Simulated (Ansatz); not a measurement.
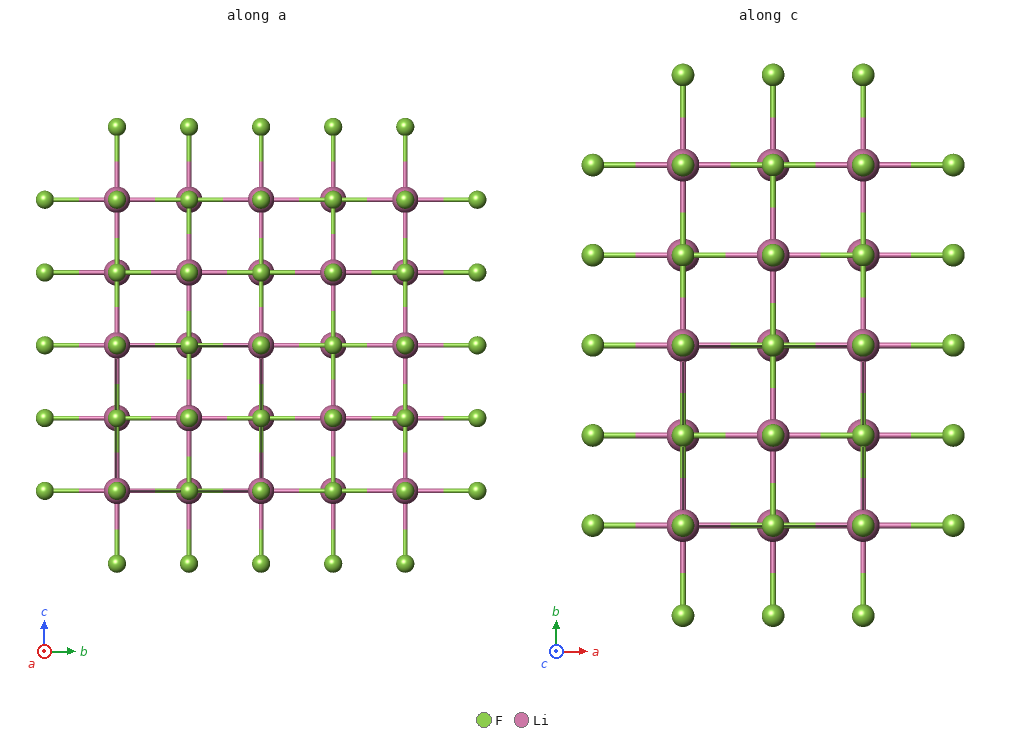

Ball-and-stick drawing of the structure, looking along the a axis and along the c axis. The solid frame is a single drawn cell (a repeat of the simulation cell) within a 1×2×2 block. A few atoms beyond the faces are included.

LiF, a = 3.99 Å, b = 3.99 Å, c = 4.03 Å, α = 90.00°, β = 90.00°, γ = 90.00°.

Level of theory and settings: G0W0 on PBE, plane waves, PAW (Ansatz 0.2.0), wavefunction cutoff 420 eV, k-points about 0.45 Å⁻¹ apart, no spin polarisation.

Is the electronic structure metallic or gapped?

Answer. An insulator at this level, with a gap of 9.24 eV, direct.

Starting structure: a structure type filled with these elements by a generator (whether the compound takes this form wasn't checked). Earlier steps of the study may have refined or changed the cell and positions. A calculation with Ansatz used it as input.
